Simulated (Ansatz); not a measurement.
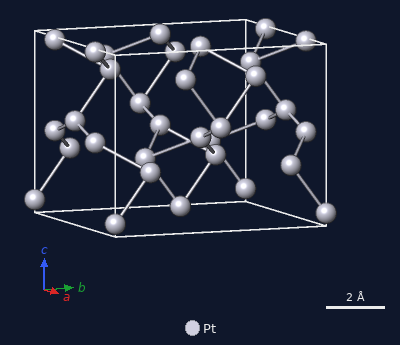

This is the input geometry for a relaxation of crystalline Pt (built on the random type) (coarse preliminary run). The picture is a ball-and-stick view of the conventional cell (4 times the calculation's cell), seen slightly off an axis. Lengths and directions refer to the drawn axes.

Case: random cell with space group Fmm2 (No. 42).

Level of theory: DFT PBE, scalar-relativistic, plane waves, PAW (Ansatz 0.2.0).

The input:
```yaml
crystal:
  lattice:
    - [0.0, 3.9970173898, 3.2105490081]
    - [3.6898254328, 0.0, 3.2105490081]
    - [3.6898254328, 3.9970173898, 0.0]
  atoms:
    - { symbol: Pt, position: [0.76586, 0.26586, 0.23414] }
    - { symbol: Pt, position: [0.26586, 0.76586, 0.73414] }
    - { symbol: Pt, position: [0.82217, 0.48883, 0.51117] }
    - { symbol: Pt, position: [0.48883, 0.82217, 0.17783] }
    - { symbol: Pt, position: [0.92897, 0.92897, 0.07103] }
basis:
  ecutwfc: 420
kpoints:
  mp_grid: { grid: [4, 4, 4] }
hamiltonian:
  xc: pbe
scf:
  occupations: { method: gaussian, width: 0.1 }
  lower_state_search: "off"
output:
  forces: true
  stress: true
  eigenvalues: true
relax:
  adjacent_minimum: "off"
  f_tol: 0.04
  max_steps: 70
  cell: { stress_tol: 0.4 }
```

Question: Predict the outcome.

Answer: The largest moves relative to the cell, 0.67 Å, are those of Pt1 and Pt2. Pt2 goes along [−2 0 1]. Cell: a 7.380 → 7.991 Å (+8.3 %), b 7.994 → 9.223 Å (+15.4 %), c 6.421 → 5.002 Å (−22.1 %). Volume −2.7 %. Among the contacts that change: Pt3–Pt4 2.665 → 4.177 Å, Pt1–Pt5 4.196 → 2.692 Å, Pt3–Pt4 (another image) 3.476 → 2.538 Å, Pt1–Pt2 3.690 → 2.755 Å. New bonds form: Pt1–Pt5 (4.20 → 2.69 Å), Pt2–Pt5 (4.20 → 2.69 Å), Pt3–Pt4 (3.48 → 2.54 Å). Among the angles between lasting bonds that change: Pt1–Pt3–Pt2 97.9° → 61.5°, Pt3–Pt2–Pt4 66.0° → 101.7°, Pt3–Pt5–Pt4 74.4° → 102.0°. The space group stays Fmm2 (No. 42). Over 21 accepted moves (24 points after the start) the energy falls by 2988 meV per atom. Largest force component: 21 eV/Å at the start, 0.011 eV/Å at the end. The pressure goes from 87.32 to −0.03 GPa. The line search rejected the trial step at point 9 of the run. At 2 points the geometry stayed and the basis and grid were re-selected for the new cell (energy shift of 2.8 meV per atom at most each time).

The structure at the end:

```
CELL_PARAMETERS angstrom
0.00000 4.61132 2.50088
3.99565 0.00000 2.50088
3.99565 4.61132 0.00000
ATOMIC_POSITIONS crystal
Pt 0.63938 0.29458 0.36062
Pt 0.29458 0.63938 0.70542
Pt 0.89298 0.44005 0.55995
Pt 0.44005 0.89298 0.10702
Pt 0.00470 0.00470 0.99530
```

The end point in the same view:

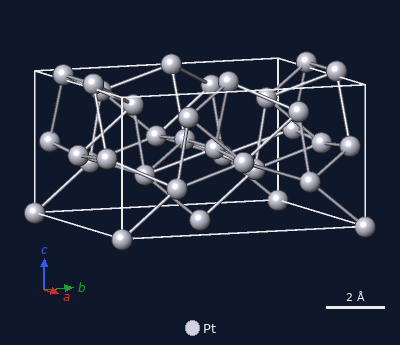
